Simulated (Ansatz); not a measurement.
Consider Cu₄O.

```
Cu O
1.0
     5.04892    0.00000    0.00000
     0.00000    5.04892    0.00000
     0.00000    0.00000    5.04892
Cu O
8 2
Direct
  0.25000 0.25000 0.75000
  0.75000 0.75000 0.25000
  0.25000 0.75000 0.25000
  0.75000 0.25000 0.75000
  0.75000 0.25000 0.25000
  0.25000 0.75000 0.75000
  0.25000 0.25000 0.25000
  0.75000 0.75000 0.75000
  0.00000 0.00000 0.00000
  0.50000 0.50000 0.50000
```

Space group Im-3m; a structure generated by program, which may or may not match a known phase; computed without spin polarisation.

All numbers below come from DFT PBE, scalar-relativistic, plane waves, PAW (Ansatz 0.2.0).

What can the converged valence pseudo-density and electron localisation function tell about the bonding?

Cu–O (2.19 Å): the density is about 0.38 e/Å³ at the midpoint; the ELF peaks at about 0.80 in the valence shell of O, 0.6 Å from its nucleus, and is about 0.15 at the midpoint (no localised pair shows between them).

Does the calculation make it a metal, or give it a gap?

It is metallic or semimetallic at this level of theory: no gap opens; semilocal functionals without U, or without the true magnetic order, often close the gap of such compounds.

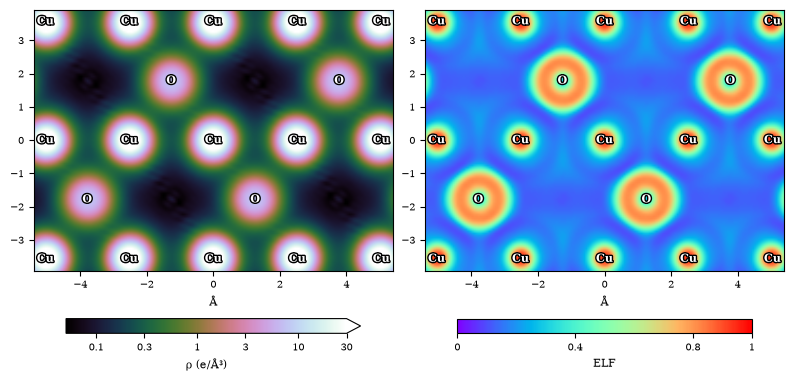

Computed valence pseudo-density and electron localisation function on the (11̄0) plane of the conventional cell, in this order. 

The density is the valence pseudo-density of a PAW calculation; it isn't the true density close to the nuclei.
